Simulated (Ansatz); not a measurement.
# CdSe: what the fields show

Input

```
crystal:
  lattice:
    - [4.2984999142, 0.0, 0.0]
    - [-2.1492499571, 3.7226101239, 0.0]
    - [0.0, 0.0, 7.0152]
  atoms:
    - { symbol: Cd, position: [0.6666666667, 0.3333333333, -0.0427642833] }
    - { symbol: Cd, position: [0.3333333333, 0.6666666667, 0.5] }
    - { symbol: Se, position: [0.6666666667, 0.3333333333, 0.375] }
    - { symbol: Se, position: [0.3333333333, 0.6666666667, 0.875] }
basis:
  ecutwfc: 420
kpoints:
  mp_grid: { grid: [6, 6, 4] }
hamiltonian:
  xc: pbe
scf:
  occupations: { method: gaussian, width: 0.05 }
output:
  forces: true
  stress: true
  eigenvalues: true
  write_density: true
  write_potential: true
  elf: true
  volumetric_format: npy
```

Run with:

```sh
ansatz run input.yaml --threads 1 --pin off --max-ram 2560MiB --backend cpu --events-out ev --progress --plain --runs-dir out
```

Below, planes, directions and counts refer to the conventional cell (a = 4.30 Å, b = 4.30 Å, c = 7.02 Å, α = 90.00°, β = 90.00°, γ = 120.00°).

Space group P3m1; changed on purpose from its base cell (atom 1 (Cd) moved by (+0.000, -0.300) A along y and z); not relaxed (largest force 1.1 eV/Å); computed pressure about 4 GPa in this cell.

The calculation used DFT PBE, scalar-relativistic, plane waves, PAW in Ansatz.

Core electrons are frozen (PAW), and the valence fields are smoothed inside the atomic spheres.

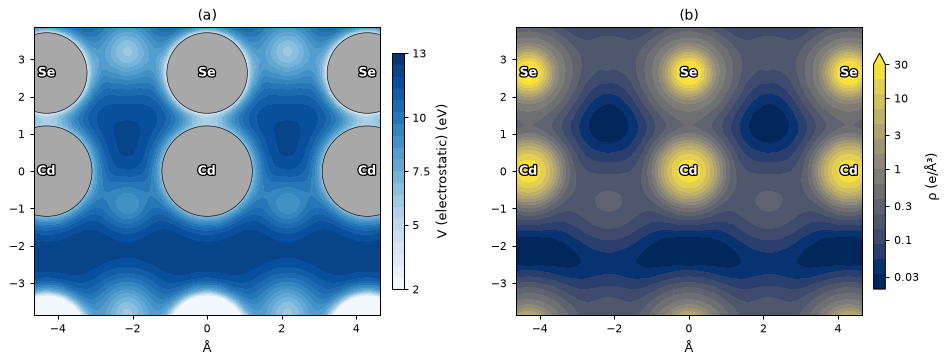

Figure 1. (a) electrostatic potential (local pseudopotential plus Hartree) felt by an electron; (b) valence pseudo-density on the (010) plane of the conventional cell. Grey discs cover the atomic cores in the potential map.

**Interpret the plot.**

The plane passes through Cd and Se nuclei. Cd–Se (2.63 Å): ρ is about 0.39 e/Å³ halfway. Between the atoms the lowest density in this plane is 0.02 e/Å³. Outside the cores the potential energy rises away from the atoms and is highest about 2.2 Å from the nearest atoms; its zero is arbitrary.

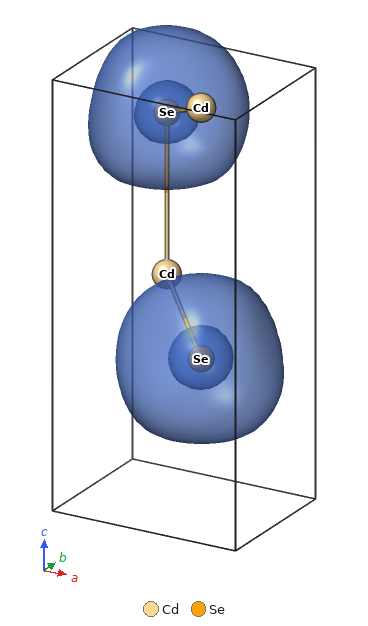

Figure 2. Isosurface of the electron localisation function at 0.6 (blue), seen slightly off an axis. Only the valence region is drawn (cores and ρ < 0.01 e/Å³ removed). Sticks mark near contacts.

**Describe the localisation domains.**

The ELF exceeds this value in two regions wrapped around Se (the valence shell of each), counted in one cell of 4 atoms. Regions shared between cells count once. Along the contacts the grid gives the following. Cd–Se (2.55 Å): the ELF is about 0.40 at the midpoint. Cd–Se (2.63 Å): the ELF is about 0.35 at the midpoint.

**Does the calculation make it a metal, or give it a gap?**

It is gapped, with a Kohn–Sham gap of 0.54 eV on the k-point mesh (the band edges may lie off the mesh, which would make the gap smaller).
